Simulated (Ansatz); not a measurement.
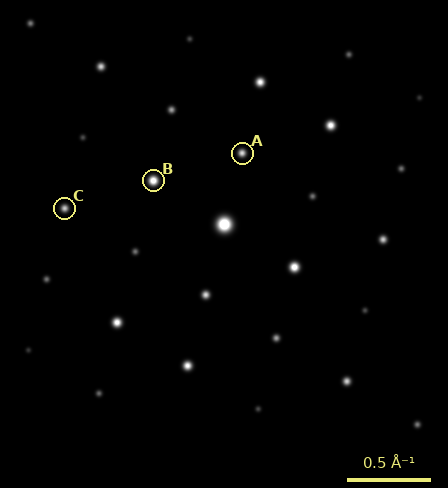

The pattern is a kinematic simulation for 200 kV electrons (no multiple scattering; isotropic B = 0.8 Å²). The zone axis points towards the electron source and the pattern is seen from the source side.

The sample is Cu, space group R-3c (No. 167), a = 7.85 Å, c = 4.20 Å (hexagonal axes). Structure: coordinates from a relaxation with Ansatz, DFT PBE, scalar-relativistic, plane waves, PAW; the starting structure was generated, so it need not be a known form of this composition.

```json
{"atom": "Cu", "site": "18e", "symmetry": ".2", "x": "0.1851", "y": "0.1851", "z": "0.2500"}
```

Spot A is indexed 0 -3 0 and spot B 0 -1 -2.

### Index the other marked spot.

C = −A + 2B = 0 1 -4 (d = 1.037 Å).

### Which zone axis is this?

The cross product of A and B is parallel to [100]; every spot obeys hu + kv + lw = 0.

### What are the spacings of A and B and the angle between them?

d(A) = 2.267 Å, d(B) = 2.006 Å, and the angle is 72.9°.
